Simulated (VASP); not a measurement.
**Run report: GaP, optical-spectrum calculation (part 2 of 3)**

GaP (F-43m, 2 atoms in the cell); Kohn-Sham DFT of a periodic cell, PBE, VASP PAW PBE potentials, recommended, no spin polarisation (VASP 6.6.1); cutoff 520 eV, 14×14×14 k-mesh, Gaussian smearing of 0.02 eV. The structure derives from an entry of the Crystallography Open Database.

Geometry of the input (Å; fractional positions):
```
0.0000  2.7252  2.7252
2.7252  0.0000  2.7252
2.7252  2.7252  0.0000
Ga 0.0000  0.0000  0.0000
P  0.2500  0.2500  0.2500
```

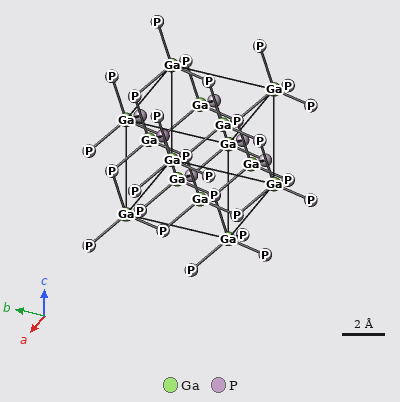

Fig. 1: The structure (ball-and-stick view of the cell 4 times as large as that of the calculation, set on its symmetry axes, seen at an oblique angle; neighbours outside the cell are drawn fainter).

**Parts of OUTCAR, continued**
```
 -----------------------------------------------------------------------------
  energy-cutoff  :      520.00
  volume of cell :       40.48
      direct lattice vectors                 reciprocal lattice vectors
     0.000000000  2.725250000  2.725250000    -0.183469406  0.183469406  0.183469406
     2.725250000  0.000000000  2.725250000     0.183469406 -0.183469406  0.183469406
     2.725250000  2.725250000  0.000000000     0.183469406  0.183469406 -0.183469406

 POSITION                                       TOTAL-FORCE (eV/Angst)
 -----------------------------------------------------------------------------------
      0.00000      0.00000      0.00000         0.000000      0.000000      0.000000
      1.36262      1.36262      1.36262        -0.000000     -0.000000     -0.000000
 -----------------------------------------------------------------------------------
    total drift:                                0.000002      0.000002      0.000002

  FREE ENERGIE OF THE ION-ELECTRON SYSTEM (eV)
  ---------------------------------------------------
  free  energy   TOTEN  =        -9.1185433774 eV

  energy  without entropy=       -9.1185433774  energy(sigma->0) =       -9.11854338

 electrical conductivity sigma (Mega S m-1) (frequency dependency in vasprun.xml)
  --------------------------------------------------------------------------------------
       0.000      -0.000       0.000
      -0.000       0.000      -0.000
       0.000      -0.000       0.000

  frequency dependent IMAGINARY DIELECTRIC FUNCTION (independent particle, no local field effects) density-density
     E(ev)      X         Y         Z        XY        YZ        ZX
  --------------------------------------------------------------------------------------------------------------
     0.00000     0.00000     0.00000     0.00000     0.00000     0.00000     0.00000
     0.65343     0.08545     0.08545     0.08545    -0.00000    -0.00000    -0.00000
     1.30685     0.23034     0.23034     0.23034    -0.00000    -0.00000    -0.00000
     1.96028     0.82158     0.82158     0.82158    -0.00000    -0.00000     0.00000
     2.61370     4.60511     4.60511     4.60511    -0.00000    -0.00000     0.00000
     3.26713    10.80873    10.80873    10.80873    -0.00000    -0.00000     0.00000
     3.92055    18.01210    18.01210    18.01210    -0.00000    -0.00000     0.00000
     4.57398    22.64012    22.64012    22.64012    -0.00000    -0.00000     0.00000
     5.22741    11.21541    11.21541    11.21541    -0.00000    -0.00000     0.00000
     5.88083     9.85199     9.85199     9.85199    -0.00000     0.00000    -0.00000
     6.53426     7.54025     7.54025     7.54025     0.00000     0.00000     0.00000
     7.18768     4.07371     4.07371     4.07371     0.00000     0.00000     0.00000
     7.84111     3.21575     3.21575     3.21575     0.00000     0.00000    -0.00000
     8.49454     2.34815     2.34815     2.34815     0.00000     0.00000    -0.00000
     9.14796     1.91938     1.91938     1.91938     0.00000     0.00000    -0.00000
     9.80139     1.70733     1.70733     1.70733     0.00000     0.00000    -0.00000
    10.45481     1.10361     1.10361     1.10361    -0.00000    -0.00000    -0.00000
    11.10824     0.84172     0.84172     0.84172     0.00000     0.00000     0.00000
    11.76166     0.62671     0.62671     0.62671     0.00000     0.00000     0.00000
    12.41509     0.57072     0.57072     0.57072     0.00000     0.00000     0.00000
    13.06852     0.51221     0.51221     0.51221     0.00000     0.00000     0.00000
    13.72194     0.38012     0.38012     0.38012    -0.00000     0.00000    -0.00000
    14.37537     0.32880     0.32880     0.32880    -0.00000     0.00000     0.00000
    15.02879     0.27276     0.27276     0.27276    -0.00000    -0.00000    -0.00000
    15.68222     0.21731     0.21731     0.21731     0.00000     0.00000     0.00000
    16.33564     0.23009     0.23009     0.23009    -0.00000     0.00000    -0.00000
    16.98907     0.24337     0.24337     0.24337    -0.00000     0.00000     0.00000
    17.64250     0.22789     0.22789     0.22789    -0.00000     0.00000    -0.00000
    18.29592     0.19236     0.19236     0.19236     0.00000     0.00000    -0.00000
    18.94935     0.28401     0.28401     0.28401    -0.00000     0.00000    -0.00000
    19.60277     0.18980     0.18980     0.18980    -0.00000     0.00000     0.00000
    20.25620     0.19694     0.19694     0.19694     0.00000     0.00000     0.00000
    20.90962     0.15689     0.15689     0.15689    -0.00000     0.00000     0.00000
    21.56305     0.13822     0.13822     0.13822    -0.00000     0.00000    -0.00000
    22.21648     0.15051     0.15051     0.15051    -0.00000     0.00000     0.00000
    22.86990     0.11149     0.11149     0.11149    -0.00000     0.00000     0.00000
    23.52333     0.10014     0.10014     0.10014    -0.00000     0.00000    -0.00000
    24.17675     0.11304     0.11304     0.11304    -0.00000     0.00000     0.00000
    24.83018     0.10146     0.10146     0.10146    -0.00000     0.00000    -0.00000
    25.48361     0.10111     0.10111     0.10111    -0.00000     0.00000     0.00000
    26.13703     0.10100     0.10100     0.10100     0.00000     0.00000     0.00000
    26.79046     0.11958     0.11958     0.11958    -0.00000     0.00000     0.00000
    27.44388     0.10379     0.10379     0.10379    -0.00000     0.00000     0.00000
    28.09731     0.10548     0.10548     0.10548    -0.00000     0.00000    -0.00000
    28.75073     0.09548     0.09548     0.09548    -0.00000     0.00000     0.00000
    29.40416     0.08947     0.08947     0.08947    -0.00000     0.00000     0.00000
    30.05759     0.07849     0.07849     0.07849    -0.00000     0.00000     0.00000
    30.71101     0.08154     0.08154     0.08154    -0.00000     0.00000     0.00000
    31.36444     0.08609     0.08609     0.08609    -0.00000     0.00000     0.00000
    32.01786     0.07874     0.07874     0.07874    -0.00000     0.00000     0.00000
    32.67129     0.09979     0.09979     0.09979    -0.00000     0.00000    -0.00000
    33.32471     0.07724     0.07724     0.07724    -0.00000     0.00000     0.00000
    33.97814     0.06454     0.06454     0.06454    -0.00000     0.00000    -0.00000
    34.63157     0.06218     0.06218     0.06218    -0.00000     0.00000     0.00000
    35.28499     0.06090     0.06090     0.06090    -0.00000     0.00000     0.00000
    35.93842     0.06764     0.06764     0.06764    -0.00000     0.00000    -0.00000
    36.59184     0.05657     0.05657     0.05657    -0.00000     0.00000    -0.00000
    37.24527     0.05332     0.05332     0.05332    -0.00000     0.00000     0.00000
    37.89870     0.05667     0.05667     0.05667    -0.00000     0.00000    -0.00000
    38.55212     0.07208     0.07208     0.07208    -0.00000     0.00000    -0.00000
    39.20555     0.04962     0.04962     0.04962    -0.00000     0.00000     0.00000
    39.85897     0.05472     0.05472     0.05472    -0.00000     0.00000     0.00000
    40.51240     0.04056     0.04056     0.04056    -0.00000     0.00000    -0.00000
    41.16582     0.05313     0.05313     0.05313    -0.00000     0.00000    -0.00000
    41.81925     0.04304     0.04304     0.04304    -0.00000     0.00000    -0.00000
    42.47268     0.05611     0.05611     0.05611    -0.00000     0.00000     0.00000
    43.12610     0.07196     0.07196     0.07196    -0.00000     0.00000    -0.00000
    43.77953     0.05823     0.05823     0.05823    -0.00000     0.00000     0.00000
    44.43295     0.08171     0.08171     0.08171    -0.00000     0.00000    -0.00000
    45.08638     0.07194     0.07194     0.07194    -0.00000     0.00000    -0.00000
    45.73980     0.07082     0.07082     0.07082     0.00000     0.00000     0.00000
    46.39323     0.07121     0.07121     0.07121    -0.00000     0.00000     0.00000
    47.04666     0.03759     0.03759     0.03759    -0.00000     0.00000    -0.00000
    47.70008     0.03984     0.03984     0.03984    -0.00000     0.00000    -0.00000
    48.35351     0.02637     0.02637     0.02637    -0.00000     0.00000    -0.00000
    49.00693     0.02271     0.02271     0.02271    -0.00000     0.00000     0.00000
    49.66036     0.01402     0.01402     0.01402    -0.00000     0.00000     0.00000
    50.31379     0.00722     0.00722     0.00722    -0.00000     0.00000     0.00000
    50.96721     0.00275     0.00275     0.00275    -0.00000     0.00000    -0.00000
    51.62064     0.00208     0.00208     0.00208    -0.00000     0.00000    -0.00000
    52.27406     0.00158     0.00158     0.00158    -0.00000     0.00000     0.00000
    52.92749     0.00084     0.00084     0.00084    -0.00000     0.00000     0.00000
    53.58091     0.00084     0.00084     0.00084    -0.00000     0.00000     0.00000
    54.23434     0.00070     0.00070     0.00070    -0.00000     0.00000     0.00000
    54.88777     0.00060     0.00060     0.00060    -0.00000     0.00000     0.00000
    55.54119     0.00055     0.00055     0.00055    -0.00000     0.00000     0.00000
    56.19462     0.00052     0.00052     0.00052    -0.00000     0.00000     0.00000
    56.84804     0.00048     0.00048     0.00048    -0.00000     0.00000     0.00000
    57.50147     0.00046     0.00046     0.00046    -0.00000     0.00000     0.00000
    58.15489     0.00043     0.00043     0.00043    -0.00000     0.00000     0.00000
    58.80832     0.00041     0.00041     0.00041    -0.00000     0.00000     0.00000
    59.46175     0.00039     0.00039     0.00039    -0.00000     0.00000     0.00000
    60.11517     0.00037     0.00037     0.00037    -0.00000     0.00000     0.00000
    60.76860     0.00035     0.00035     0.00035    -0.00000     0.00000     0.00000
    61.42202     0.00034     0.00034     0.00034    -0.00000     0.00000     0.00000
    62.07545     0.00032     0.00032     0.00032    -0.00000     0.00000     0.00000
    62.72887     0.00031     0.00031     0.00031    -0.00000     0.00000     0.00000
    63.38230     0.00030     0.00030     0.00030    -0.00000     0.00000     0.00000
    64.03573     0.00029     0.00029     0.00029    -0.00000     0.00000     0.00000
    64.68915     0.00027     0.00027     0.00027    -0.00000     0.00000     0.00000

  frequency dependent      REAL DIELECTRIC FUNCTION (independent particle, no local field effects) density-density
     E(ev)        X           Y           Z          XY          YZ          ZX
  --------------------------------------------------------------------------------------------------------------
     0.00000    10.90942    10.90942    10.90942    -0.00000    -0.00000     0.00000
     0.65343    11.17681    11.17681    11.17681    -0.00000    -0.00000     0.00000
     1.30685    12.13500    12.13500    12.13500    -0.00000    -0.00000     0.00000
     1.96028    14.04885    14.04885    14.04885    -0.00000    -0.00000     0.00000
     2.61370    20.18977    20.18977    20.18977    -0.00000    -0.00000     0.00000
     3.26713    15.46134    15.46134    15.46134    -0.00000    -0.00000     0.00000
     3.92055    15.59260    15.59260    15.59260    -0.00000    -0.00000     0.00000
     4.57398    -0.41264    -0.41264    -0.41264     0.00000     0.00000    -0.00000
     5.22741    -7.69421    -7.69421    -7.69421     0.00000     0.00000    -0.00000
     5.88083    -5.67586    -5.67586    -5.67586     0.00000     0.00000    -0.00000
     6.53426    -8.41863    -8.41863    -8.41863     0.00000     0.00000    -0.00000
     7.18768    -4.10718    -4.10718    -4.10718     0.00000     0.00000    -0.00000
     7.84111    -3.50590    -3.50590    -3.50590     0.00000     0.00000    -0.00000
     8.49454    -2.87082    -2.87082    -2.87082     0.00000     0.00000    -0.00000
     9.14796    -2.83608    -2.83608    -2.83608     0.00000     0.00000    -0.00000
     9.80139    -2.28834    -2.28834    -2.28834     0.00000     0.00000    -0.00000
    10.45481    -1.77896    -1.77896    -1.77896     0.00000     0.00000    -0.00000
    11.10824    -1.51260    -1.51260    -1.51260     0.00000     0.00000     0.00000
    11.76166    -1.18919    -1.18919    -1.18919     0.00000     0.00000    -0.00000
    12.41509    -0.98759    -0.98759    -0.98759     0.00000     0.00000    -0.00000
    13.06852    -0.77896    -0.77896    -0.77896     0.00000     0.00000    -0.00000
    13.72194    -0.59308    -0.59308    -0.59308     0.00000     0.00000    -0.00000
    14.37537    -0.40940    -0.40940    -0.40940     0.00000     0.00000    -0.00000
    15.02879    -0.31984    -0.31984    -0.31984     0.00000     0.00000    -0.00000
    15.68222    -0.13275    -0.13275    -0.13275     0.00000     0.00000    -0.00000
    16.33564     0.00448     0.00448     0.00448     0.00000     0.00000    -0.00000
    16.98907     0.14092     0.14092     0.14092     0.00000     0.00000    -0.00000
    17.64250     0.10827     0.10827     0.10827     0.00000     0.00000    -0.00000
    18.29592     0.23835     0.23835     0.23835     0.00000     0.00000    -0.00000
    18.94935     0.28545     0.28545     0.28545     0.00000     0.00000    -0.00000
    19.60277     0.30830     0.30830     0.30830     0.00000     0.00000    -0.00000
    20.25620     0.33275     0.33275     0.33275     0.00000     0.00000    -0.00000
    20.90962     0.32696     0.32696     0.32696     0.00000     0.00000    -0.00000
    21.56305     0.39412     0.39412     0.39412     0.00000     0.00000    -0.00000
    22.21648     0.45826     0.45826     0.45826     0.00000     0.00000    -0.00000
    22.86990     0.49276     0.49276     0.49276     0.00000     0.00000    -0.00000
    23.52333     0.50518     0.50518     0.50518     0.00000     0.00000    -0.00000
    24.17675     0.54566     0.54566     0.54566     0.00000     0.00000    -0.00000
    24.83018     0.56548     0.56548     0.56548     0.00000     0.00000    -0.00000
    25.48361     0.58551     0.58551     0.58551     0.00000     0.00000    -0.00000
    26.13703     0.63129     0.63129     0.63129     0.00000     0.00000    -0.00000
    26.79046     0.62216     0.62216     0.62216     0.00000     0.00000    -0.00000
    27.44388     0.66233     0.66233     0.66233     0.00000     0.00000    -0.00000
    28.09731     0.65191     0.65191     0.65191     0.00000     0.00000    -0.00000
    28.75073     0.66220     0.66220     0.66220     0.00000     0.00000    -0.00000
    29.40416     0.66094     0.66094     0.66094     0.00000     0.00000    -0.00000
    30.05759     0.68470     0.68470     0.68470     0.00000     0.00000    -0.00000
    30.71101     0.70679     0.70679     0.70679     0.00000     0.00000    -0.00000
    31.36444     0.71200     0.71200     0.71200     0.00000     0.00000    -0.00000
    32.01786     0.71944     0.71944     0.71944     0.00000     0.00000    -0.00000
    32.67129     0.73087     0.73087     0.73087     0.00000     0.00000    -0.00000
    33.32471     0.71757     0.71757     0.71757     0.00000     0.00000    -0.00000
    33.97814     0.73362     0.73362     0.73362     0.00000     0.00000    -0.00000
    34.63157     0.77282     0.77282     0.77282     0.00000     0.00000    -0.00000
    35.28499     0.76714     0.76714     0.76714     0.00000     0.00000    -0.00000
    35.93842     0.77019     0.77019     0.77019     0.00000     0.00000    -0.00000
    36.59184     0.78494     0.78494     0.78494     0.00000     0.00000    -0.00000
    37.24527     0.79398     0.79398     0.79398     0.00000     0.00000    -0.00000
    37.89870     0.80412     0.80412     0.80412     0.00000     0.00000    -0.00000
    38.55212     0.79727     0.79727     0.79727     0.00000     0.00000    -0.00000
    39.20555     0.79268     0.79268     0.79268     0.00000     0.00000    -0.00000
    39.85897     0.80573     0.80573     0.80573     0.00000     0.00000    -0.00000
    40.51240     0.82182     0.82182     0.82182     0.00000     0.00000    -0.00000
    41.16582     0.81831     0.81831     0.81831     0.00000     0.00000    -0.00000
    41.81925     0.83548     0.83548     0.83548     0.00000     0.00000    -0.00000
    42.47268     0.84848     0.84848     0.84848     0.00000     0.00000    -0.00000
    43.12610     0.84597     0.84597     0.84597     0.00000     0.00000    -0.00000
    43.77953     0.84212     0.84212     0.84212     0.00000     0.00000    -0.00000
    44.43295     0.84370     0.84370     0.84370     0.00000     0.00000    -0.00000
    45.08638     0.85015     0.85015     0.85015     0.00000     0.00000    -0.00000
    45.73980     0.81333     0.81333     0.81333     0.00000     0.00000    -0.00000
    46.39323     0.80935     0.80935     0.80935     0.00000     0.00000    -0.00000
    47.04666     0.81269     0.81269     0.81269     0.00000     0.00000    -0.00000
    47.70008     0.81686     0.81686     0.81686     0.00000     0.00000    -0.00000
    48.35351     0.82500     0.82500     0.82500     0.00000     0.00000    -0.00000
    49.00693     0.82818     0.82818     0.82818     0.00000     0.00000    -0.00000
    49.66036     0.82914     0.82914     0.82914     0.00000     0.00000    -0.00000
    50.31379     0.83990     0.83990     0.83990     0.00000     0.00000    -0.00000
    50.96721     0.84896     0.84896     0.84896     0.00000     0.00000    -0.00000
    51.62064     0.85704     0.85704     0.85704     0.00000     0.00000    -0.00000
    52.27406     0.86334     0.86334     0.86334     0.00000     0.00000    -0.00000
    52.92749     0.86925     0.86925     0.86925     0.00000     0.00000    -0.00000
    53.58091     0.87428     0.87428     0.87428     0.00000     0.00000    -0.00000
    54.23434     0.87863     0.87863     0.87863     0.00000     0.00000    -0.00000
    54.88777     0.88278     0.88278     0.88278     0.00000     0.00000    -0.00000
    55.54119     0.88655     0.88655     0.88655     0.00000     0.00000    -0.00000
    56.19462     0.89004     0.89004     0.89004     0.00000     0.00000    -0.00000
    56.84804     0.89331     0.89331     0.89331     0.00000     0.00000    -0.00000
    57.50147     0.89638     0.89638     0.89638     0.00000     0.00000    -0.00000
    58.15489     0.89927     0.89927     0.89927     0.00000     0.00000    -0.00000
    58.80832     0.90201     0.90201     0.90201     0.00000     0.00000    -0.00000
    59.46175     0.90461     0.90461     0.90461     0.00000     0.00000    -0.00000
    60.11517     0.90709     0.90709     0.90709     0.00000     0.00000    -0.00000
    60.76860     0.90945     0.90945     0.90945     0.00000     0.00000    -0.00000
    61.42202     0.91170     0.91170     0.91170     0.00000     0.00000    -0.00000
    62.07545     0.91386     0.91386     0.91386     0.00000     0.00000    -0.00000
    62.72887     0.91592     0.91592     0.91592     0.00000     0.00000    -0.00000
    63.38230     0.91790     0.91790     0.91790     0.00000     0.00000    -0.00000
    64.03573     0.91981     0.91981     0.91981     0.00000     0.00000    -0.00000
    64.68915     0.92163     0.92163     0.92163     0.00000     0.00000    -0.00000
```
